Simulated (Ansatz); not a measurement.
## Run report: SnO, geometry relaxation (part 1 of 3)

- system: SnO (slab, 16 atoms in the cell)
- method: DFT r2SCAN, scalar-relativistic, plane waves, PAW, no spin polarisation (Ansatz 0.2.0)

The structure derives from an entry of the Crystallography Open Database. It belongs to a series of runs on one base structure; here: (1 0 1) slab, atoms relaxed.

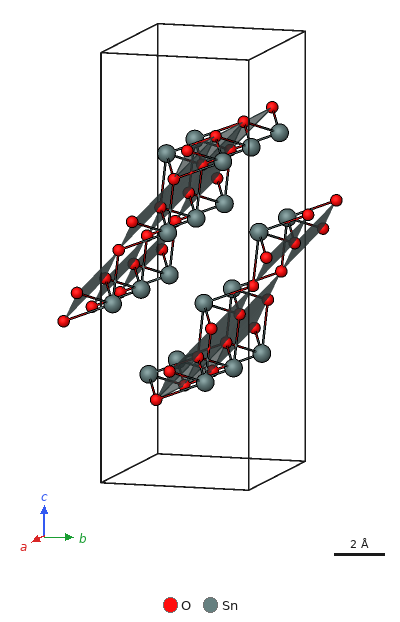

*The input geometry (polyhedral view of the 2 × 1 repeat of the cell, with the vacuum cut short, seen slightly off an axis; polyhedra are completed across the faces of the cell). An atom can appear more than once, as a periodic image.*

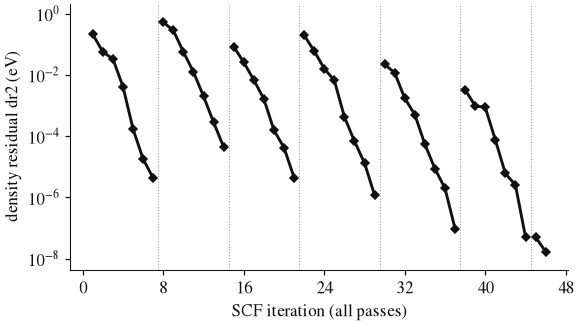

*Convergence of the self-consistent field: density residual dr2 against the SCF iteration. Dotted lines part the SCF passes that the log prints in full.*

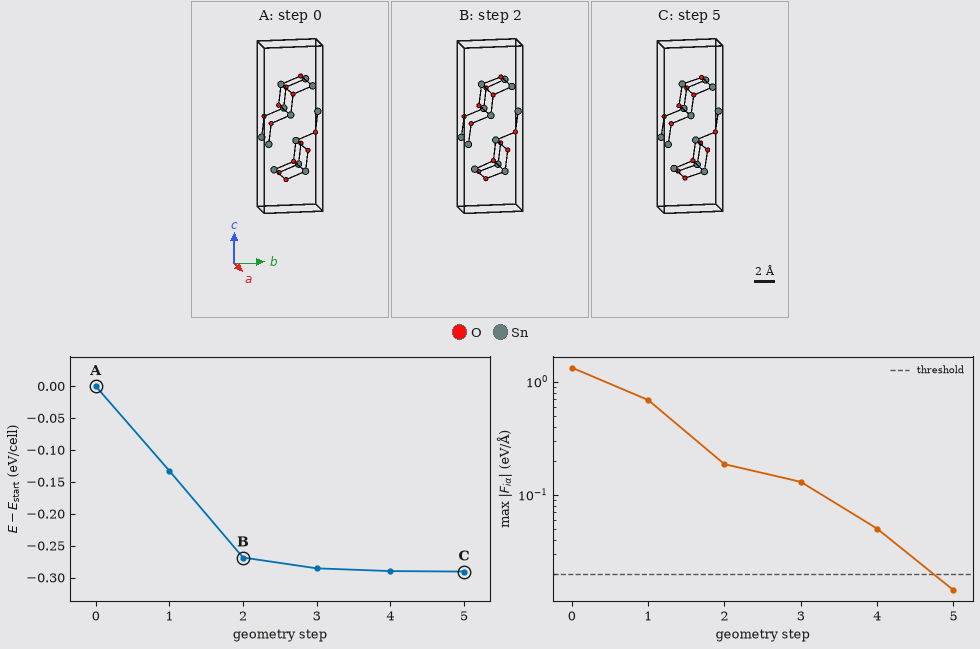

*Frames of the relaxation (ball-and-stick view of the cell of the calculation, with the vacuum cut short, seen slightly off an axis) above the curves, on which the letters mark them (the first geometry is step 0 here and step 1 in the log).*

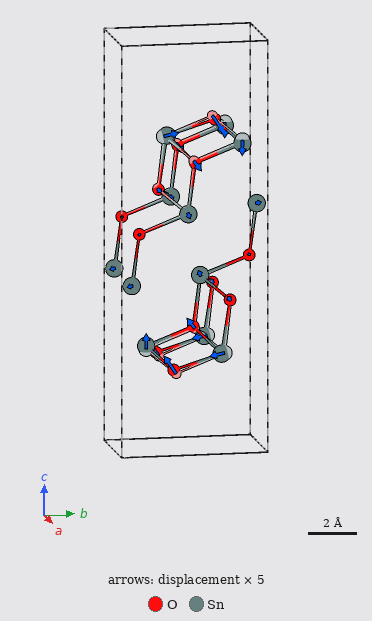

*Start (faint) and end (solid) with the displacements as blue arrows, magnified 5 times (ball-and-stick view of the cell of the calculation, with the vacuum cut short, seen slightly off an axis).*

After 5 geometry steps the energy has fallen by 0.291 eV per cell of the calculation. Largest force component: 1.3 eV/Å at the start, 0.014 eV/Å at the end. The largest moves, 0.19 Å, are those of O1 and O16. Largest moves by element: O 0.19 Å, Sn 0.14 Å. The lattice vectors keep their values. Among the contacts that change: O1–Sn3 2.223 → 2.134 Å, O12–Sn14 2.223 → 2.310 Å, O13–Sn15 2.223 → 2.140 Å, O1–Sn2 2.223 → 2.174 Å. Among the angles that change: Sn15–O16–Sn15 117.9° → 122.2°, O1–Sn2–O1 117.9° → 122.2°, Sn3–O4–Sn6 105.4° → 108.2°. (Atoms are counted from 1 in the order of the input.)

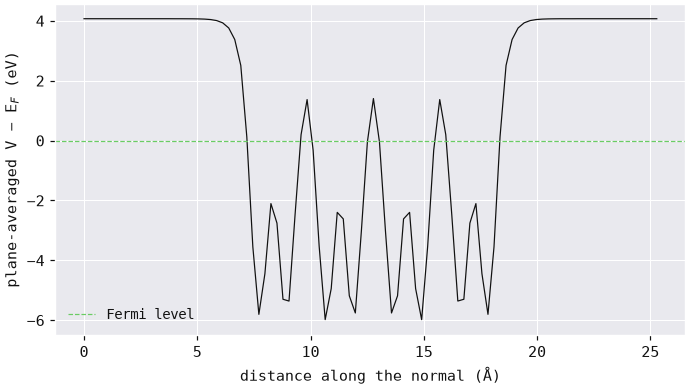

*Plane average of the electrostatic potential energy of an electron across the cell, from the Fermi level.*

The vacuum level lies 4.07 eV above the Fermi level.

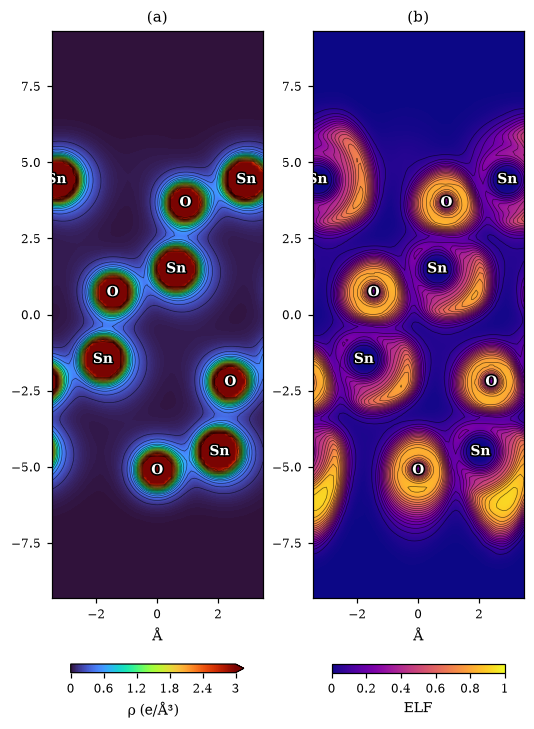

*(a) valence charge density (pseudo); (b) electron localisation function on the (100) plane of the calculation cell, a cut from vacuum to vacuum.*

Atoms in the plane: O and Sn. Sn–O (2.13 Å): the density is about 0.57 e/Å³ at the midpoint; the ELF is about 0.25 at the midpoint. Sn–O (2.19 Å): ρ is about 0.49 e/Å³ halfway; the ELF is about 0.20 at the midpoint. Sn–O (2.22 Å): ρ is about 0.47 e/Å³ halfway; the ELF is about 0.20 at the midpoint. Sn–O (2.31 Å): the density is about 0.39 e/Å³ at the midpoint; the ELF peaks at about 0.85 in the valence shell of O, 0.6 Å from its nucleus, and drops to about 0.15 between the two atoms. The density dies away to nearly zero in the vacuum. In a PAW calculation such maps are meaningful between the atoms, not at the nuclei.

The input that produced these results follows, with the program's output.

### Input file
```yaml
crystal:
  lattice:
    - [3.8080256424, 0.0, 0.0]
    - [0.0, 6.2327129531, 0.0]
    - [0.0, 0.0, 25.5511909486]
  atoms:
    - { symbol: O, position: [0.0, 0.3732892441, 0.2935283923] }
    - { symbol: Sn, position: [0.5, 0.2276003062, 0.3209556078] }
    - { symbol: Sn, position: [0.0, 0.7056228041, 0.3250930646] }
    - { symbol: O, position: [0.5, 0.5599338661, 0.3525202802] }
    - { symbol: O, position: [0.0, 0.7465784882, 0.4115121681] }
    - { symbol: Sn, position: [0.5, 0.6008895502, 0.4389393837] }
    - { symbol: Sn, position: [0.0, 0.0789120482, 0.4430768405] }
    - { symbol: O, position: [0.5, 0.9332231102, 0.470504056] }
    - { symbol: O, position: [0.0, 0.1198677323, 0.529495944] }
    - { symbol: Sn, position: [0.5, 0.9741787943, 0.5569231595] }
    - { symbol: Sn, position: [0.0, 0.4522012923, 0.5610606163] }
    - { symbol: O, position: [0.5, 0.3065123543, 0.5884878319] }
    - { symbol: O, position: [0.0, 0.4931569764, 0.6474797198] }
    - { symbol: Sn, position: [0.5, 0.3474680384, 0.6749069354] }
    - { symbol: Sn, position: [0.0, 0.8254905363, 0.6790443922] }
    - { symbol: O, position: [0.5, 0.6798015984, 0.7064716077] }
basis:
  ecutwfc: 500
kpoints:
  mp_grid: { grid: [9, 6, 1] }
hamiltonian:
  xc: r2scan
scf:
  occupations: { method: gaussian, width: 0.05 }
output:
  forces: true
  eigenvalues: true
  write_density: true
  write_potential: true
  elf: true
  volumetric_format: npy
relax:
  adjacent_minimum: "off"
  f_tol: 0.02
  max_steps: 60
efield:
  axis: 3
  dipole_correction: true
  ramp_width: 0.04
```

Launch command:
```bash
ansatz run input.yaml --threads 2 --pin off --max-ram 5120MiB --backend cpu --events-out ev --progress --plain --runs-dir out
```

### The program's output
```
Engine: ansatz 0.2.0, x86_64-unknown-linux-gnu
Pseudopotentials: kind: paw
Pseudopotential: O, paw, valence charge 6, recommended cutoff 500 eV (meta_gga), O.paw.azcp
Pseudopotential: Sn, paw, valence charge 14, recommended cutoff 500 eV (meta_gga), Sn.paw.azcp
Functional definition: r2SCAN
  parameter k0 = 0.174
  parameter k1 = 0.065
  parameter a1 = 4.9479
  exchange = r2scan_x(k0 = k0, k1 = k1, a1 = a1)
  correlation = r2scan_c
Crystal: 16 atoms, lattice volume = 606.440 Å³
Basis set: ecut = 500 eV, 15371 PW (Γ), exchange–correlation on 120×192×768 points (64 copies of the dense FFT grid, shifted against one another)
Bands: 96, of which v1, the nominal top of the filled ones, is band 80 counted from 1 (79 counted from 0)
Symmetry: 2 space group operations
k-points: 20 of 54 (time reversal used)
Non-local potential: O, projectors of the file, l = 0: 2, l = 1: 2, l = 2: 1
Non-local potential: Sn, projectors of the file, l = 0: 2, l = 1: 2, l = 2: 2, l = 3: 2
PAW form: soft (Blöchl's): semilocal exchange-correlation on the pseudo side does not see the compensation charge
PAW frozen core: O, regenerated for the run's functional (the file was generated under x = pbe(κ = 0.804, μ = 0.2195149727645171), c = pbe(β = 0.06672455060314922))
PAW frozen core: Sn, regenerated for the run's functional (the file was generated under x = pbe(κ = 0.804, μ = 0.2195149727645171), c = pbe(β = 0.06672455060314922))
PAW one-centre angular grid: O, 302 points (default); XC on 160 Gauss nodes
PAW one-centre angular grid: Sn, 590 points (default); XC on 249 of its mesh's 2787 points in the sphere
Initial density: superposition of atomic densities (neutral atoms: chi_scale 0, normalization atom), corrected by the library's trained network
Initial wavefunctions: pseudopotential atomic-orbital guess
Functional: x = r2scan, c = r2scan; τ floored in thin density (d = 2e-4 eV/Å³)
SCF iter   1: F=—  HF=-52856.891174 eV  |F-HF|=—  |Δ(HF+E_count)|=         —  Δρ=5.85e-3  dr2=2.10e-1  dr2_τ=4.30e-1  ethr=1.77e-3  p=0.000 e·Å  D=2.28e-13 V/Å  ΔV_dip=-0.00 eV  dr2_dipole=1.89e-8  V_vac-E_F(+/−)=4.36/4.36 eV  ⟨swp⟩=7.2  Hψ=7695  notcnv=0  defer=24
efield: sawtooth ramp at fractional position 0.9800 (placed from the atoms, in the widest stretch of the axis that holds none; the zero of the levels goes with the place), width 0.0400; the density the first Hamiltonian is built on has a dipole p = 0.000 e·Å; the dipole correction subtracts the counter field D = 2.28e-13 V/Å, which shifts the + side's vacuum level by -0.00 eV against the − side's; the planar-averaged density in the ramp window peaks in size at 1.8e-5 e/Å³
preconditioner: auto → Resta (q_TF=auto, 2.185 Å⁻¹)  ε∞=2.0  [insulator: Δε(μ)=0.680 eV  Ē_g=18.655 eV  σ=0.050 eV  W_gap=1.00  n_scr=118 (ndim 8)  ℏωp=19.1 eV  f_vac=0.500  D(μ)=0.00/eV (n_scr^D=0)  ε∞_Penn≈2.0  vacuum switching on, ρ_ref=2.5e-2 e/Å³]
SCF iter   2: F=—  HF=-52857.196361 eV  |F-HF|=—  |Δ(HF+E_count)|=   3.05e-1  Δρ=3.85e-3  dr2=5.65e-2  dr2_τ=7.78e-3  ethr=1.31e-4  p=-0.000 e·Å  D=-2.83e-5 V/Å  ΔV_dip=0.00 eV  dr2_dipole=6.23e-8  V_vac-E_F(+/−)=4.42/4.42 eV  ⟨swp⟩=2.9  Hψ=3176  notcnv=0  defer=198
SCF iter   3: F=—  HF=-52857.199929 eV  |F-HF|=—  |Δ(HF+E_count)|=   3.57e-3  Δρ=2.14e-3  dr2=3.32e-2  dr2_τ=2.34e-3  ethr=3.53e-5  p=0.000 e·Å  D=2.39e-5 V/Å  ΔV_dip=-0.00 eV  dr2_dipole=5.89e-8  V_vac-E_F(+/−)=4.35/4.35 eV  ⟨swp⟩=2.0  Hψ=2524  notcnv=0  defer=198
SCF iter   4: F=—  HF=-52857.197808 eV  |F-HF|=—  |Δ(HF+E_count)|=   2.12e-3  Δρ=6.69e-4  dr2=4.08e-3  dr2_τ=3.90e-4  ethr=2.07e-5  p=-0.000 e·Å  D=-1.06e-5 V/Å  ΔV_dip=0.00 eV  dr2_dipole=1.02e-8  V_vac-E_F(+/−)=4.41/4.41 eV  ⟨swp⟩=2.1  Hψ=2698  notcnv=0  defer=196
SCF iter   5: F=—  HF=-52857.197756 eV  |F-HF|=—  |Δ(HF+E_count)|=   5.14e-5  Δρ=1.97e-4  dr2=1.70e-4  dr2_τ=2.13e-5  ethr=2.55e-6  p=0.000 e·Å  D=2.93e-7 V/Å  ΔV_dip=-0.00 eV  dr2_dipole=7.15e-11  V_vac-E_F(+/−)=4.39/4.39 eV  ⟨swp⟩=2.0  Hψ=2396  notcnv=0  defer=196
SCF iter   6: F=—  HF=-52857.197775 eV  |F-HF|=—  |Δ(HF+E_count)|=   1.83e-5  Δρ=6.00e-5  dr2=1.78e-5  dr2_τ=1.61e-6  ethr=1.06e-7  p=-0.000 e·Å  D=-2.29e-6 V/Å  ΔV_dip=0.00 eV  dr2_dipole=5.66e-10  V_vac-E_F(+/−)=4.39/4.39 eV  ⟨swp⟩=2.3  Hψ=2436  notcnv=0  defer=196
SCF iter   7: F=-52857.197785 eV  HF=-52857.197787 eV  |F-HF|=2.30e-6  |Δ(HF+E_count)|=   1.25e-5  Δρ=2.48e-5  dr2=4.27e-6  dr2_τ=3.89e-7  ethr=6.25e-9  p=0.000 e·Å  D=5.22e-6 V/Å  ΔV_dip=-0.00 eV  dr2_dipole=2.97e-9  V_vac-E_F(+/−)=4.38/4.38 eV  ⟨swp⟩=24.4  Hψ=21943  notcnv=0
SCF 1 converged in 7 iterations: F = -52857.197785 eV  dr2 = 4.27e-6
  greatest PAW one-centre occupation: 0.994 electrons in one spin orbital (limit 2), on the Sn atom at site 13 (counted from 0), in its partial waves of l = 2
relax step   1: F+E_penalty+E_count = -52857.19778484 eV  Δ(F+E_penalty+E_count) = +0.000e0 eV  max|allowed force component| = 1.328e0 eV/Å  Δτ_max = 0.0000 Å  (7 SCF iters, dr2 threshold 1.00e-5 eV, accepted)
Initial density: handed on by an earlier stage of this run
Initial wavefunctions: those handed on with the density
iter 1 solved again at ethr=3.30e-4 eV; its pass at ethr=3.10e-3 eV (dr2=5.28e-1 eV) is discarded
SCF iter   1: F=—  HF=-52856.508143 eV  |F-HF|=—  |Δ(HF+E_count)|=         —  Δρ=7.06e-3  dr2=5.29e-1  dr2_τ=2.44e0  ethr=3.30e-4  p=0.000 e·Å  D=5.22e-6 V/Å  ΔV_dip=-0.00 eV  dr2_dipole=4.91e-9  V_vac-E_F(+/−)=4.31/4.31 eV  ⟨swp⟩=1.5  Hψ=7276  notcnv=0  defer=205
efield: sawtooth ramp at fractional position 0.9800 (handed on by an earlier solve), width 0.0400; the density the first Hamiltonian is built on has a dipole p = 0.000 e·Å; the dipole correction subtracts the counter field D = 5.22e-6 V/Å, which shifts the + side's vacuum level by -0.00 eV against the − side's; the planar-averaged density in the ramp window peaks in size at 1.7e-7 e/Å³
preconditioner: auto → Resta (q_TF=auto, 2.185 Å⁻¹)  ε∞=2.0  [insulator: Δε(μ)=0.883 eV  Ē_g=18.771 eV  σ=0.050 eV  W_gap=1.00  n_scr=118 (ndim 8)  ℏωp=19.1 eV  f_vac=0.504  D(μ)=0.00/eV (n_scr^D=0)  ε∞_Penn≈2.0  vacuum switching on, ρ_ref=2.6e-2 e/Å³]
SCF iter   2: F=—  HF=-52857.370868 eV  |F-HF|=—  |Δ(HF+E_count)|=   8.63e-1  Δρ=4.80e-3  dr2=2.84e-1  dr2_τ=8.59e-3  ethr=3.30e-4  p=-0.000 e·Å  D=-1.15e-5 V/Å  ΔV_dip=0.00 eV  dr2_dipole=7.44e-9  V_vac-E_F(+/−)=3.86/3.86 eV  ⟨swp⟩=4.2  Hψ=3607  notcnv=0  defer=205
SCF iter   3: F=—  HF=-52857.334037 eV  |F-HF|=—  |Δ(HF+E_count)|=   3.68e-2  Δρ=2.69e-3  dr2=5.68e-2  dr2_τ=3.38e-3  ethr=1.77e-4  p=0.000 e·Å  D=1.97e-6 V/Å  ΔV_dip=-0.00 eV  dr2_dipole=1.46e-9  V_vac-E_F(+/−)=4.16/4.16 eV  ⟨swp⟩=3.3  Hψ=2935  notcnv=0  defer=201
SCF iter   4: F=—  HF=-52857.331417 eV  |F-HF|=—  |Δ(HF+E_count)|=   2.62e-3  Δρ=1.51e-3  dr2=1.25e-2  dr2_τ=1.16e-3  ethr=3.55e-5  p=-0.000 e·Å  D=-3.48e-6 V/Å  ΔV_dip=0.00 eV  dr2_dipole=1.24e-10  V_vac-E_F(+/−)=4.13/4.13 eV  ⟨swp⟩=2.0  Hψ=2439  notcnv=0  defer=201
SCF iter   5: F=—  HF=-52857.330442 eV  |F-HF|=—  |Δ(HF+E_count)|=   9.75e-4  Δρ=5.20e-4  dr2=2.02e-3  dr2_τ=9.74e-5  ethr=7.82e-6  p=-0.000 e·Å  D=-1.68e-6 V/Å  ΔV_dip=0.00 eV  dr2_dipole=1.59e-11  V_vac-E_F(+/−)=4.10/4.10 eV  ⟨swp⟩=2.0  Hψ=2454  notcnv=0  defer=201
SCF iter   6: F=—  HF=-52857.330404 eV  |F-HF|=—  |Δ(HF+E_count)|=   3.84e-5  Δρ=2.17e-4  dr2=2.84e-4  dr2_τ=1.92e-5  ethr=1.26e-6  p=-0.000 e·Å  D=-2.09e-6 V/Å  ΔV_dip=0.00 eV  dr2_dipole=1.06e-14  V_vac-E_F(+/−)=4.09/4.09 eV  ⟨swp⟩=2.0  Hψ=2944  notcnv=0  defer=201
SCF iter   7: F=-52857.330414 eV  HF=-52857.330441 eV  |F-HF|=2.71e-5  |Δ(HF+E_count)|=   3.73e-5  Δρ=8.85e-5  dr2=4.43e-5  dr2_τ=5.78e-6  ethr=6.25e-8  p=-0.000 e·Å  D=-2.18e-6 V/Å  ΔV_dip=0.00 eV  dr2_dipole=4.95e-12  V_vac-E_F(+/−)=4.09/4.09 eV  ⟨swp⟩=23.8  Hψ=21899  notcnv=0
SCF 2 converged in 7 iterations: F = -52857.330414 eV  dr2 = 4.43e-5
[... from here on the iterations of each SCF are left out, up to the last one ...]
relax step   2: F+E_penalty+E_count = -52857.33041385 eV  Δ(F+E_penalty+E_count) = -1.326e-1 eV  max|allowed force component| = 6.873e-1 eV/Å  Δτ_max = 0.1490 Å  (7 SCF iters, dr2 threshold 1.00e-4 eV, accepted)
efield: sawtooth ramp at fractional position 0.9800 (handed on by an earlier solve), width 0.0400; the density the first Hamiltonian is built on has a dipole p = -0.000 e·Å; the dipole correction subtracts the counter field D = -2.18e-6 V/Å, which shifts the + side's vacuum level by +0.00 eV against the − side's; the planar-averaged density in the ramp window peaks in size at 3.5e-7 e/Å³
preconditioner: auto → Resta (q_TF=auto, 2.185 Å⁻¹)  ε∞=2.0  [insulator: Δε(μ)=0.787 eV  Ē_g=18.710 eV  σ=0.050 eV  W_gap=1.00  n_scr=118 (ndim 8)  ℏωp=19.1 eV  f_vac=0.505  D(μ)=0.00/eV (n_scr^D=0)  ε∞_Penn≈2.0  vacuum switching on, ρ_ref=2.5e-2 e/Å³]
SCF 3 converged in 7 iterations: F = -52857.466296 eV  dr2 = 4.46e-6
relax step   3: F+E_penalty+E_count = -52857.46629609 eV  Δ(F+E_penalty+E_count) = -1.359e-1 eV  max|allowed force component| = 1.860e-1 eV/Å  Δτ_max = 0.0762 Å  (7 SCF iters, dr2 threshold 2.95e-5 eV, accepted)
efield: sawtooth ramp at fractional position 0.9800 (handed on by an earlier solve), width 0.0400; the density the first Hamiltonian is built on has a dipole p = -0.000 e·Å; the dipole correction subtracts the counter field D = -1.35e-6 V/Å, which shifts the + side's vacuum level by +0.00 eV against the − side's; the planar-averaged density in the ramp window peaks in size at 7.2e-7 e/Å³
preconditioner: auto → Resta (q_TF=auto, 2.185 Å⁻¹)  ε∞=2.0  [insulator: Δε(μ)=0.707 eV  Ē_g=18.712 eV  σ=0.050 eV  W_gap=1.00  n_scr=118 (ndim 8)  ℏωp=19.1 eV  f_vac=0.509  D(μ)=0.00/eV (n_scr^D=0)  ε∞_Penn≈2.0  vacuum switching on, ρ_ref=2.5e-2 e/Å³]
SCF 4 converged in 8 iterations: F = -52857.483249 eV  dr2 = 1.19e-6
relax step   4: F+E_penalty+E_count = -52857.48324932 eV  Δ(F+E_penalty+E_count) = -1.695e-2 eV  max|allowed force component| = 1.298e-1 eV/Å  Δτ_max = 0.1154 Å  (8 SCF iters, dr2 threshold 2.53e-6 eV, accepted)
efield: sawtooth ramp at fractional position 0.9800 (handed on by an earlier solve), width 0.0400; the density the first Hamiltonian is built on has a dipole p = 0.000 e·Å; the dipole correction subtracts the counter field D = 1.67e-6 V/Å, which shifts the + side's vacuum level by -0.00 eV against the − side's; the planar-averaged density in the ramp window peaks in size at 1.0e-6 e/Å³
preconditioner: auto → Resta (q_TF=auto, 2.185 Å⁻¹)  ε∞=2.0  [insulator: Δε(μ)=0.736 eV  Ē_g=18.712 eV  σ=0.050 eV  W_gap=1.00  n_scr=118 (ndim 8)  ℏωp=19.1 eV  f_vac=0.508  D(μ)=0.00/eV (n_scr^D=0)  ε∞_Penn≈2.0  vacuum switching on, ρ_ref=2.5e-2 e/Å³]
SCF 5 converged in 8 iterations: F = -52857.487580 eV  dr2 = 9.44e-8
relax step   5: F+E_penalty+E_count = -52857.48757960 eV  Δ(F+E_penalty+E_count) = -4.330e-3 eV  max|allowed force component| = 5.006e-2 eV/Å  Δτ_max = 0.0223 Å  (8 SCF iters, dr2 threshold 1.23e-6 eV, accepted)
efield: sawtooth ramp at fractional position 0.9800 (handed on by an earlier solve), width 0.0400; the density the first Hamiltonian is built on has a dipole p = -0.000 e·Å; the dipole correction subtracts the counter field D = -1.25e-6 V/Å, which shifts the + side's vacuum level by +0.00 eV against the − side's; the planar-averaged density in the ramp window peaks in size at 9.3e-7 e/Å³
preconditioner: auto → Resta (q_TF=auto, 2.185 Å⁻¹)  ε∞=2.0  [insulator: Δε(μ)=0.748 eV  Ē_g=18.716 eV  σ=0.050 eV  W_gap=1.00  n_scr=118 (ndim 8)  ℏωp=19.1 eV  f_vac=0.507  D(μ)=0.00/eV (n_scr^D=0)  ε∞_Penn≈2.0  vacuum switching on, ρ_ref=2.5e-2 e/Å³]
SCF 6 converged in 7 iterations: F = -52857.488307 eV  dr2 = 5.10e-8
  greatest PAW one-centre occupation: 0.994 electrons in one spin orbital (limit 2), on the Sn atom at site 6 (counted from 0), in its partial waves of l = 2
relax step   6: F+E_penalty+E_count = -52857.48830695 eV  Δ(F+E_penalty+E_count) = -7.273e-4 eV  max|allowed force component| = 1.432e-2 eV/Å  Δτ_max = 0.0149 Å  (7 SCF iters, accepted)
iter 1 solved again at ethr=3.18e-11 eV; its pass at ethr=3.10e-3 eV (dr2=5.08e-8 eV) is discarded
```
